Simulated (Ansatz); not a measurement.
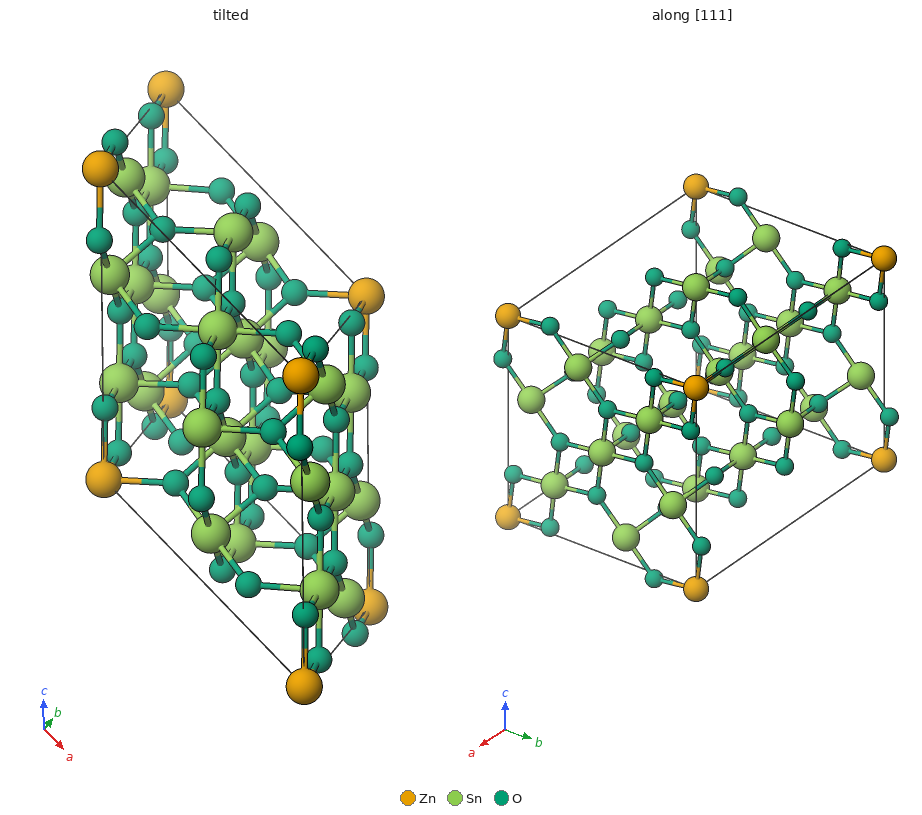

The figure gives a ball-and-stick picture of the atoms, viewed slightly off an axis and along [111]. Atoms at the boundary of the simulation cell (the box) are drawn once for each face, edge or corner they touch.

Describe the crystal.

The stoichiometry is ZnSn15O32. With Z = 1, the cell contains 1 Zn, 15 Sn, 32 O. Zn is linked to six O in a distorted octahedral arrangement. Sn is surrounded by six O in a distorted octahedral arrangement. The bonds build a three-dimensional framework.

It derives from a structure listed in the Materials Project, repeated into a supercell with a point defect put in. The atoms were relaxed in a fixed cell with Ansatz, DFT PBE, scalar-relativistic, plane waves, PAW.
